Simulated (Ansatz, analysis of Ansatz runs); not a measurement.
# Charge-transition level of the Mn on the Ga site in GaP (PBE), part 2 of 2

Subject: Mn on the Ga site in GaP. Wanted: its charge-transition level, in one set-up (PBE, 64-site cell, PBE lattice, 420 eV, k: the single point 1/4 1/4 1/4 then 2x2x2 shifted 0.5 0.5 0.5, image charge switched off). The model is a cell of 64 host atoms with 1 Ga taken out and 1 Mn put in. The level is the Fermi energy at which two charge states have equal formation energy, after a correction for the images of the charge.

Ansatz 0.2.0; PBE, 64-site cell, PBE lattice, 420 eV, k: the single point 1/4 1/4 1/4 then 2x2x2 shifted 0.5 0.5 0.5, image charge switched off.

So far: The structure; Relaxation, charge 0.

**2. Relaxation, charge 0 (continued)**

Level of this step: plane-wave PAW DFT, PBE; relaxation of all atoms of a defect supercell (Ansatz).

Step by step:

```csv
step,energy less that of the first step (eV),largest force component (eV/Å)
1,0.0000,0.9602
2,-0.7403,0.2971
3,-0.8447,0.0744
4,-0.8491,0.0817
5,-0.8276,0.2990
6,-0.8522,0.0380
7,-0.8491,0.0886
8,-0.8527,0.0109
9,-0.8528,0.0126
10,-0.8530,0.0371
11,-0.8532,0.0222
12,-0.8537,0.0105
13,-0.8538,0.0032
```

Relaxation steps 5, 7 were tried and not accepted.

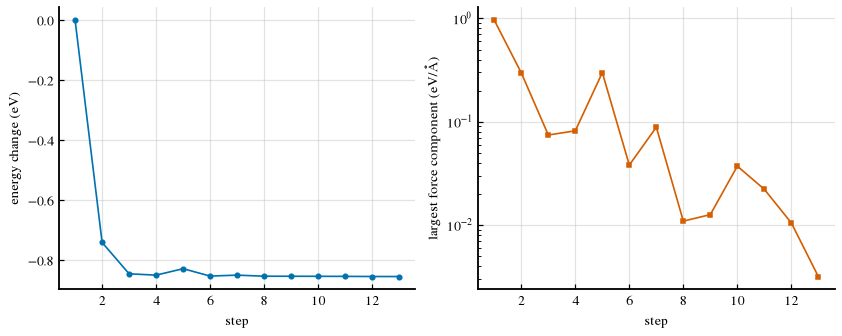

Energy and largest force along the relaxation.

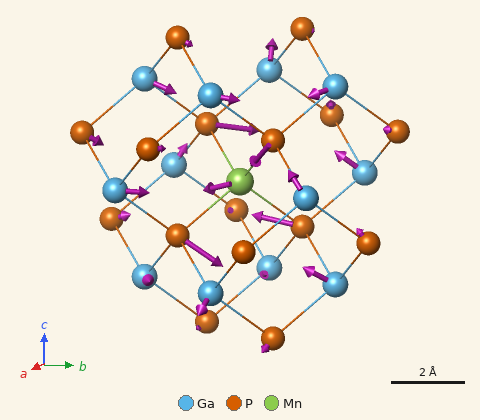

Displacements in the relaxation from the typed sites near the centre, exaggerated, the mean shift taken out; the longest in the cell stands for 0.06 Å.

The atoms that moved most (Å, from the sites as typed, ahead of the random displacement, the mean shift of all atoms taken out):

```csv
atom,dx,dy,dz,length
P16,-0.031,-0.009,-0.046,0.056
P38,-0.008,-0.030,-0.044,0.054
P61,-0.031,-0.031,0.032,0.054
P23,0.009,0.011,0.049,0.051
Mn57,-0.010,-0.011,0.038,0.041
Ga50,0.021,0.017,0.024,0.036
Ga28,0.016,0.021,0.023,0.035
Ga51,0.025,-0.016,0.003,0.030
```

Neighbours of Mn57 at the end:

```csv
atom,distance (Å)
P16,2.350
P38,2.350
P23,2.354
P61,2.364
Ga42,3.846
Ga44,3.847
Ga34,3.853
Ga12,3.854
Ga50,3.883
Ga28,3.885
Ga19,3.888
Ga59,3.903
Ga60,3.910
Ga58,3.910
```

Numbers from this step:

```
free energy                           : -145380.2730 eV
smearing term TS                      : 7.60e-4 eV
total moment                          : 4 μB
integral of the absolute spin density : 4.762 μB
spin contamination                    : 0.3074
```

**3. Relaxation, charge −1**

Contents of relax1/input.yaml:

```yaml
relax:
  f_tol: 0.02
  max_steps: 80
  random_displacement: { amplitude: 0.05, seed: 565 }
crystal:
  lattice:
    - [11.01025696, 0.0, 0.0]
    - [0.0, 0.0, -11.01025696]
    - [0.0, 11.01025696, 0.0]
  atoms:
    - { symbol: Ga, position: [0.0, 0.0, 0.0] }
    - { symbol: Ga, position: [0.0, 0.25, 0.25] }
[... 9 atom lines left out ...]
    - { symbol: Ga, position: [0.25, 0.25, 0.5] }
[... 3 atom lines left out ...]
    - { symbol: P, position: [0.375, 0.375, 0.625] }
[... 2 atom lines left out ...]
    - { symbol: Ga, position: [0.25, 0.5, 0.25] }
[... 3 atom lines left out ...]
    - { symbol: P, position: [0.375, 0.625, 0.375] }
[... 4 atom lines left out ...]
    - { symbol: Ga, position: [0.25, 0.75, 0.5] }
[... 5 atom lines left out ...]
    - { symbol: Ga, position: [0.5, 0.25, 0.25] }
[... 3 atom lines left out ...]
    - { symbol: P, position: [0.625, 0.375, 0.375] }
[... 11 atom lines left out ...]
    - { symbol: Ga, position: [0.5, 0.75, 0.25] }
[... 6 atom lines left out ...]
    - { symbol: Mn, position: [0.5, 0.5, 0.5], spin: 5.0 }
    - { symbol: Ga, position: [0.5, 0.75, 0.75] }
[... 1 atom line left out ...]
    - { symbol: Ga, position: [0.75, 0.75, 0.5] }
    - { symbol: P, position: [0.625, 0.625, 0.625] }
[... 2 atom lines left out ...]
    - { symbol: P, position: [0.875, 0.875, 0.625] }
  host:
    repeats: [2, 2, 2]
    atoms:
      - { symbol: Ga, position: [0.0, 0.0, 0.0] }
      - { symbol: Ga, position: [0.0, 0.5, 0.5] }
      # ... 6 more atoms of the perfect host
total_charge: -1
basis:
  ecutwfc: 420
  xc_grid: 2
hamiltonian:
  xc: pbe
kpoints:
  mp_grid: { grid: [1, 1, 1], shift: [0.25, 0.25, 0.25] }
magnetization:
  spin_polarized: true
  initial_magnetization: 5
  spin_locking: { lock_magnetization: hard }
scf:
  occupations: { method: fermi_dirac, width: 0.01 }
  max_iter: 100
output:
  forces: true
  charged_corrections:
    epsilon: 10.62
    static_epsilon: 12.85
    defect_position: [0.5, 0.5, 0.5]
checkpoint:
  write: "../relax1.run"
  compress: false
  write_wavefunctions: true
  write_every: 100000
```

Run with:

```console
$ ansatz run input.yaml --threads 4 --pin off --max-ram 14131MiB --backend cpu --events-out ev --progress --plain --runs-dir out
```

Numbers of over 12 decimals in the logs are rounded to 6 here.

The log of the run:

```text
[...]
Crystal: 64 atoms, lattice volume = 1334.727 Å³
Basis set: ecut = 420 eV, 26001 PW (Γ), exchange–correlation on 150×150×150 points (8 copies of the dense FFT grid, shifted against one another)
Bands: 356, of which v1, the nominal top of the filled ones, is band 290 counted from 1 (289 counted from 0)
Symmetry: 1 space group operations
k-points: 1
[...]
Starting moments: Σ|m| = 5 μB on 1 of 64 sites
[...]
SCF iter   1: F=—  HF=-145382.557654 eV  |F-HF|=—  |Δ(HF+E_count)|=         —  Δρ=2.59e-2 (↑2.31e-2 ↓2.59e-2)  dr2=5.06e1  dr2_m=2.17e-1  M=5.000 μB ∫|m|=5.016 μB  β_m=0.30  ethr=3.10e-3  ⟨swp⟩=7.5  Hψ=2893  notcnv=0
[...]
F+E_penalty+E_count = -145373.26794363 eV   max|allowed force component| = 1.064e-2 eV/Å
  atoms:
    - { symbol: Ga, position: [0.000198, -5.3357206052217394e-5, 8.015573176668509e-6] }
    - { symbol: Ga, position: [0.000859, 0.250485, 0.250486] }
[...]
- { symbol: P, position: [0.375152, 0.374892, 0.625732] }
[...]
- { symbol: P, position: [0.375011, 0.625836, 0.374740] }
[...]
- { symbol: Ga, position: [0.250675, 0.497969, 0.749555] }
    - { symbol: Ga, position: [0.250619, 0.749549, 0.498018] }
[...]
- { symbol: P, position: [0.626070, 0.374722, 0.374727] }
[...]
- { symbol: Ga, position: [0.498258, 0.250391, 0.749536] }
    [... 1 atom left out ...]
    - { symbol: Ga, position: [0.749803, 0.250364, 0.498014] }
    [... 5 atoms left out ...]
    - { symbol: Ga, position: [0.498232, 0.749641, 0.250334] }
    [... 6 atoms left out ...]
    - { symbol: Mn, position: [0.498919, 0.498660, 0.498285] }
    [... 3 atoms left out ...]
    - { symbol: P, position: [0.623752, 0.623461, 0.623557] }
    [... 3 atoms left out ...]
[key lines of the parts left out:]
SCF converged after 6 iterations
Magnetization: 5.0000 μB (292.0000 up, 287.0000 down)
Free energy (F): -145373.267944 eV
Fermi energy:    7.630969 (↑ 7.734997, ↓ 7.356763) eV
```

Run time: 6.1 min. Hardware: 4 threads of Arm Neoverse V1, shared host; peak memory 4.8 GiB.

Step by step:

```csv
step,energy less that of the first step (eV),largest force component (eV/Å)
1,0.0000,1.0864
2,-0.8155,0.3916
3,-0.9161,0.0847
4,-0.9211,0.0235
5,-0.9218,0.0106
```

The atoms that moved most (Å, from the sites as typed, ahead of the random displacement, the mean shift of all atoms taken out):

```csv
atom,dx,dy,dz,length
Ga12,0.010,0.031,-0.010,0.034
Ga19,0.009,0.010,-0.030,0.033
Ga34,0.030,0.010,-0.009,0.033
Ga60,-0.014,0.026,0.014,0.032
Ga58,0.025,-0.013,0.013,0.031
Ga59,-0.013,-0.013,-0.025,0.031
P61,-0.015,-0.014,0.015,0.026
Mn57,-0.013,-0.017,0.013,0.025
```

Neighbours of Mn57 at the end:

```csv
atom,distance (Å)
P23,2.382
P38,2.382
P61,2.383
P16,2.384
Ga19,3.858
Ga34,3.858
Ga12,3.860
Ga51,3.884
Ga50,3.884
Ga44,3.886
Ga28,3.886
Ga27,3.889
Ga42,3.889
Ga60,3.892
Ga58,3.896
Ga59,3.896
```

Read from the output:

- free energy: -145373.2679 eV
- total moment: 5 μB
- integral of the absolute spin density: 5.127 μB
- spin contamination: 0.03194

**4. Single point, charge 0**

The relaxed structure is kept, and the final numbers are taken at the final level and k-points.

This step: plane-wave PAW DFT, PBE; single point of a defect supercell.

Contents of point0/input.yaml:

```yaml
crystal:
  lattice:
    - [11.01025696, 0.0, 0.0]
    - [0.0, 0.0, -11.01025696]
    - [0.0, 11.01025696, 0.0]
  atoms:
    - { symbol: Ga, position: [0.000308474, -3.9089e-05, 5.1256e-05] }
    - { symbol: Ga, position: [0.000455272, 0.249560683, 0.249813915] }
[... 13 atom lines left out ...]
    - { symbol: P, position: [0.372325246, 0.378996249, 0.6240423] }
[... 6 atom lines left out ...]
    - { symbol: P, position: [0.3759299, 0.620406278, 0.375864481] }
[... 4 atom lines left out ...]
    - { symbol: Ga, position: [0.251577554, 0.747748181, 0.501744282] }
[... 9 atom lines left out ...]
    - { symbol: P, position: [0.62439878, 0.37885908, 0.372137348] }
[... 3 atom lines left out ...]
    - { symbol: Ga, position: [0.500014459, 0.252391693, 0.748801039] }
[... 1 atom line left out ...]
    - { symbol: Ga, position: [0.749183648, 0.252299747, 0.499650892] }
[... 5 atom lines left out ...]
    - { symbol: Ga, position: [0.502005013, 0.747663394, 0.251432885] }
[... 6 atom lines left out ...]
    - { symbol: Mn, position: [0.49918524, 0.496407617, 0.498871081], spin: 4.0 }
    - { symbol: Ga, position: [0.50213994, 0.748253851, 0.749230944] }
    - { symbol: Ga, position: [0.749790954, 0.501954748, 0.749519898] }
    - { symbol: Ga, position: [0.749506696, 0.748252563, 0.501889487] }
    - { symbol: P, position: [0.622315658, 0.62194808, 0.622083243] }
[... 2 atom lines left out ...]
    - { symbol: P, position: [0.874545413, 0.875039746, 0.624692991] }
  host:
    repeats: [2, 2, 2]
    atoms:
      - { symbol: Ga, position: [0.0, 0.0, 0.0] }
      - { symbol: Ga, position: [0.0, 0.5, 0.5] }
      # ... 6 more atoms of the perfect host
basis:
  ecutwfc: 420
  xc_grid: 2
hamiltonian:
  xc: pbe
kpoints:
  mp_grid: { grid: [2, 2, 2], shift: [0.5, 0.5, 0.5] }
magnetization:
  spin_polarized: true
  initial_magnetization: 4
  spin_locking: { lock_magnetization: hard }
scf:
  occupations: { method: fermi_dirac, width: 0.01 }
  max_iter: 100
output:
  forces: true
  charged_corrections:
    epsilon: 10.62
    static_epsilon: 12.85
    defect_position: [0.5, 0.5, 0.5]
  eigenvalues: true
checkpoint:
  read: "../relax0.run"
  write: "../point0.run"
  compress: false
  write_wavefunctions: true
  write_every: 100000
```

The log of the run:

```text
[...]
Crystal: 64 atoms, lattice volume = 1334.727 Å³
Basis set: ecut = 420 eV, 26001 PW (Γ), exchange–correlation on 150×150×150 points (8 copies of the dense FFT grid, shifted against one another)
Bands: 355, of which v1, the nominal top of the filled ones, is band 289 counted from 1 (288 counted from 0)
Symmetry: 1 space group operations
[...]
k-points: 4 of 8 (time reversal used)
[...]
Stability of the state it starts from, as read at its close in the collinear treatment: not read negative (Ritz values of 1 − χ₀K, real part plus size of imaginary part, from 0.79 to 0.99, by its mixing steps under no symmetry); [...]
Starting moments: Σ|m| = 4 μB on 1 of 64 sites; this step starts from the density that it was given
[...]
iter 1 solved again at ethr=1.34e-5 eV; its pass at ethr=3.10e-3 eV (dr2=7.75e-2 eV) is discarded
[...]
atom   2  Ga    -0.02445036    -0.00803436     0.02610967
  [... 13 atoms left out ...]
  atom  16  P      0.10464792     0.04301697     0.06336835
  [... 6 atoms left out ...]
  atom  23  P      0.00573442    -0.00147044    -0.03815682
  [... 4 atoms left out ...]
  atom  28  Ga    -0.03079616    -0.10249059     0.00021104
  [... 9 atoms left out ...]
  atom  38  P      0.04021564     0.10152360     0.05871568
  [... 3 atoms left out ...]
  atom  42  Ga    -0.09187584    -0.03462622     0.01258249
  [... 1 atom left out ...]
  atom  44  Ga    -0.03626386    -0.08552718     0.01277846
  [... 5 atoms left out ...]
  atom  50  Ga    -0.10744395    -0.03106934     0.00052063
  [... 6 atoms left out ...]
  atom  57  Mn     0.02575350     0.02595224    -0.06406683
  atom  58  Ga    -0.09744221    -0.01278839    -0.01037924
  [... 2 atoms left out ...]
  atom  61  P      0.05299738     0.05268755     0.01876229
  [... 3 atoms left out ...]
  max |Σ_I F_I| component: 9.96e-5 eV/Å
--- Band table (eV; the first three rows and the last of 8) ---
[...]
[... further k-points left out ...]
[key lines of the parts left out:]
SCF converged after 9 iterations
Magnetization: 4.0000 μB (291.0000 up, 287.0000 down)
Free energy (F): -145380.247420 eV
Fermi energy:    6.952659 (↑ 6.952659, ↓ 7.151487) eV
```

Elapsed: 6.6 min, on 4 threads; peak memory 8.6 GiB.

In the SCF lines HF is the Harris–Foulkes energy and dr2 the Hartree energy of the density residual, in eV; the loop may stop once dr2 is under the threshold and the program's other checks hold. Hψ counts applications of the Hamiltonian.

Numbers from this step:

```yaml
free_energy: -145380.2474 eV
smearing_term_ts: 0.004283 eV
total_moment: 4 μB
integral_of_the_absolute_spin_density: 4.610 μB
spin_contamination: 0.3345
```

**5. Single point, charge −1**

This step: plane-wave PAW DFT, PBE; single point of a defect supercell.

Contents of point1/input.yaml:

```yaml
crystal:
  lattice:
    - [11.01025696, 0.0, 0.0]
    - [0.0, 0.0, -11.01025696]
    - [0.0, 11.01025696, 0.0]
  atoms:
    - { symbol: Ga, position: [0.000198057, -5.3357e-05, 8.016e-06] }
    - { symbol: Ga, position: [0.000859325, 0.250485314, 0.250486199] }
[... 9 atom lines left out ...]
    - { symbol: Ga, position: [0.251037116, 0.250782194, 0.502683151] }
[... 3 atom lines left out ...]
    - { symbol: P, position: [0.37515227, 0.374891919, 0.625732101] }
[... 2 atom lines left out ...]
    - { symbol: Ga, position: [0.250968392, 0.502579172, 0.250786566] }
[... 3 atom lines left out ...]
    - { symbol: P, position: [0.375010746, 0.625836412, 0.374739846] }
[... 3 atom lines left out ...]
    - { symbol: Ga, position: [0.250674731, 0.497968793, 0.749555203] }
[... 6 atom lines left out ...]
    - { symbol: Ga, position: [0.502837734, 0.250671376, 0.250746516] }
[... 3 atom lines left out ...]
    - { symbol: P, position: [0.626070259, 0.374721962, 0.374726524] }
[... 18 atom lines left out ...]
    - { symbol: Mn, position: [0.498919495, 0.498659698, 0.498285259], spin: 5.0 }
    - { symbol: Ga, position: [0.502406708, 0.74863647, 0.748695425] }
    - { symbol: Ga, position: [0.748930686, 0.502114276, 0.748687081] }
    - { symbol: Ga, position: [0.74886842, 0.748624747, 0.502210152] }
    - { symbol: P, position: [0.623752242, 0.623461296, 0.623557374] }
[... 2 atom lines left out ...]
    - { symbol: P, position: [0.875116677, 0.874865183, 0.624512214] }
  host:
    repeats: [2, 2, 2]
    atoms:
      - { symbol: Ga, position: [0.0, 0.0, 0.0] }
      - { symbol: Ga, position: [0.0, 0.5, 0.5] }
      # ... 6 more atoms of the perfect host
total_charge: -1
basis:
  ecutwfc: 420
  xc_grid: 2
hamiltonian:
  xc: pbe
kpoints:
  mp_grid: { grid: [2, 2, 2], shift: [0.5, 0.5, 0.5] }
magnetization:
  spin_polarized: true
  initial_magnetization: 5
  spin_locking: { lock_magnetization: hard }
scf:
  occupations: { method: fermi_dirac, width: 0.01 }
  max_iter: 100
output:
  forces: true
  charged_corrections:
    epsilon: 10.62
    static_epsilon: 12.85
    defect_position: [0.5, 0.5, 0.5]
  eigenvalues: true
checkpoint:
  read: "../relax1.run"
  write: "../point1.run"
  compress: false
  write_wavefunctions: true
  write_every: 100000
```

The log of the run:

```text
[...]
Crystal: 64 atoms, lattice volume = 1334.727 Å³
Basis set: ecut = 420 eV, 26001 PW (Γ), exchange–correlation on 150×150×150 points (8 copies of the dense FFT grid, shifted against one another)
Bands: 356, of which v1, the nominal top of the filled ones, is band 290 counted from 1 (289 counted from 0)
Symmetry: 1 space group operations
[...]
k-points: 4 of 8 (time reversal used)
[...]
SCF iter   8: F=-145373.266257 eV  HF=-145373.266257 eV  |F-HF|=6.16e-8  |Δ(HF+E_count)|=   3.10e-7  Δρ=1.20e-6 (↑1.14e-6 ↓1.20e-6)  dr2=6.14e-8  dr2_m=1.46e-9  M=5.000 μB ∫|m|=5.100 μB  ethr=1.73e-11  ⟨swp⟩=6.2  Hψ=13000  notcnv=0
SCF 1 converged in 8 iterations: F = -145373.266257 eV  dr2 = 6.14e-8
[...]
SCF converged after 8 iterations
[...]
Magnetization: 5.0000 μB (292.0000 up, 287.0000 down)
[...]
[... 2 atoms left out ...]
  atom  19  Ga    -0.00568078    -0.00745719     0.01221413
  [... 3 atoms left out ...]
  atom  23  P     -0.00139174    -0.00323073     0.02793524
  [... 14 atoms left out ...]
  atom  38  P     -0.02898230    -0.00166055     0.00209380
  [... 18 atoms left out ...]
  atom  57  Mn     0.00547544     0.02249713    -0.00505583
  atom  58  Ga    -0.03334045    -0.01553535     0.01553717
  atom  59  Ga    -0.01532876    -0.01515050     0.03184679
  atom  60  Ga    -0.01182133    -0.03091993     0.01356222
  atom  61  P      0.04086350     0.04028211    -0.04183687
  [... 3 atoms left out ...]
  max |Σ_I F_I| component: 9.52e-5 eV/Å
--- Charged-cell corrections in eV (Makov–Payne, q = -1.000 e, ε = 10.620 of the electrons, 12.850 with the ions) ---
[...]
E_corr1          = +0.174705  (monopole, q²α_M/2εL)
  F Makov-Payne    = n/a  (the rows are of the electrons' constant alone; ansatz place-levels tells what screens the charge)
[...]
--- Band table (eV; the first three rows and the last of 8) ---
[...]
[... further k-points left out ...]
[key lines of the parts left out:]
Free energy (F): -145373.266257 eV
Fermi energy:    7.627499 (↑ 7.737286, ↓ 7.350361) eV
```

Run time: 6.6 min. Hardware: 4 threads; peak memory 8.5 GiB; 24 min of CPU time.

Read from the output:

```
free energy                           : -145373.2663 eV
total moment                          : 5 μB
integral of the absolute spin density : 5.095 μB
spin contamination                    : 0.03145
```

**6. Charge-transition levels**

The image-charge term is switched off here by a huge dielectric constant; the step aligns the potentials and places the level between the host's band edges.

This step: place-levels on PBE runs: charge-transition levels with image-charge correction and potential alignment at the atomic sites.

Contents of levels.yaml:

```yaml
host:
  run: host.point.run
  levels_from: { run: edges.run }
states: [point0.run, point1.run]
geometry_from:
  point0.run: relax0.run
  point1.run: relax1.run
  host.point.run: host.relax.run
epsilon: 2000.0
static_epsilon: 2000.0
```

Run with:

```console
$ ansatz place-levels levels.yaml -- --threads 4 --pin off --max-ram 14131MiB
```

The log of the run:

```text
(0/-1) 0.292 eV above the valence edge, 1.290 eV under the conduction edge
  edges by pbe of host.levels_from (edges.run), its mesh sampled to repeats of 27.25 Å (the valence edge +0.221 eV and the conduction edge -0.126 eV from those of the host's own run), gap 1.582 eV; the host is sampled to repeats of 31.14 Å
  the defect's cells are sampled to repeats of 31.14 Å, like sampling
  charge 0: +0.000 eV for its dipole among its images, +0.000 omitted
  states[0] (point0.run): levels filled in part (TS 0.004 eV): its energy is of no whole electron's
  charge -1: -145373.2400 eV with its correction of +0.026 eV, at epsilon 2000, aligned at sites: -0.0253 eV, mean over 35 atomic sites at or beyond 5.51 Å from the defect at [0.5000, 0.5000, 0.5000], with +0.000000 for the charge's moments and without [...]
  of states[1] (point1.run): how wide its charge is, is not read beside other atoms or cores, and a band state would take no correction. [...]
```

Elapsed: 0.2 s, on 4 threads.

What was changed: . The numbers above are not the defect's.

**7. Outcome**

This set-up is not sound: no image-charge correction. For the record: (0/-1) level above the valence-band top: computed 0.29 eV, measured 0.4 eV; 0.11 eV below the measurement.

[Logs are printed without paths, hosts, clocks, repeated set-up lines and the standing remarks that a program may print on its own settings, such as how far it seeks lower states.]

[Hosts, paths, dates, database ids (printed as entryN), source tags and the programs' standing remarks are cut or masked in the printed files.]

[For some hosts the program warned that the k-mesh of the response run may be too coarse for force constants and the static dielectric constant; such warnings are not shown here.]
